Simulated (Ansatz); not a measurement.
## Electronic structure of Al in real space

```cif
data_structure
_symmetry_space_group_name_H-M 'P 1'
_symmetry_Int_Tables_number 1
_cell_length_a 2.8562
_cell_length_b 2.8562
_cell_length_c 18.7685
_cell_angle_alpha 90.000
_cell_angle_beta 90.000
_cell_angle_gamma 120.000
_cell_volume 132.60
loop_
_atom_site_label
_atom_site_type_symbol
_atom_site_fract_x
_atom_site_fract_y
_atom_site_fract_z
_atom_site_occupancy
Al1 Al 0.00000 0.00000 0.00000 1
Al2 Al 0.33333 0.66667 0.12607 1
Al3 Al 0.00000 0.00000 0.25086 1
Al4 Al 0.66667 0.33333 0.37454 1
Al5 Al 0.33333 0.66667 0.50000 1
Al6 Al 0.66667 0.33333 0.62546 1
Al7 Al 0.00000 0.00000 0.74914 1
Al8 Al 0.33333 0.66667 0.87393 1
```

Space group P-6m2; a generated structure, not necessarily the stable one.

All numbers below come from Ansatz 0.2.0, DFT PBE, scalar-relativistic, plane waves, PAW.

Core electrons are frozen (PAW), and the valence fields are smoothed inside the atomic spheres.

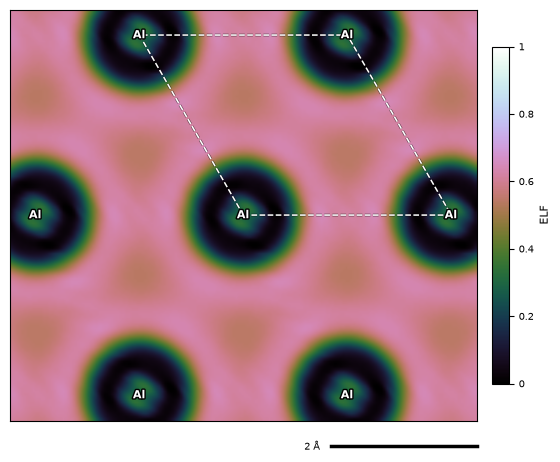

Figure 1. Electron localisation function on the (001) plane of the conventional cell.

Interpret the plot.

Answer.
- The plane passes through Al nuclei.
- Al–Al (2.86 Å): the ELF peaks at about 0.65 between the atoms.

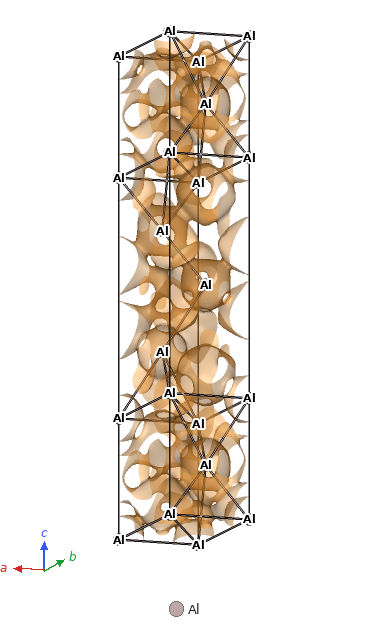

Figure 2. Isosurface of the ELF at 0.55 (orange), seen at an oblique angle. Core shells and regions of very low density are left out. Sticks mark near contacts.

What do the ELF domains correspond to?

Answer. At this value the surface marks out one network that runs through the whole crystal, counted in one cell of 8 atoms. Any copies at cell faces, edges or corners count once. There are no localised bonds or lone pairs at this value. Along the contacts the grid gives the following. Al–Al (2.85 Å): the ELF peaks at about 0.65 between the atoms.

Does the calculation make it a metal, or give it a gap?

Answer. It is metallic or semimetallic at this level of theory: no gap opens.
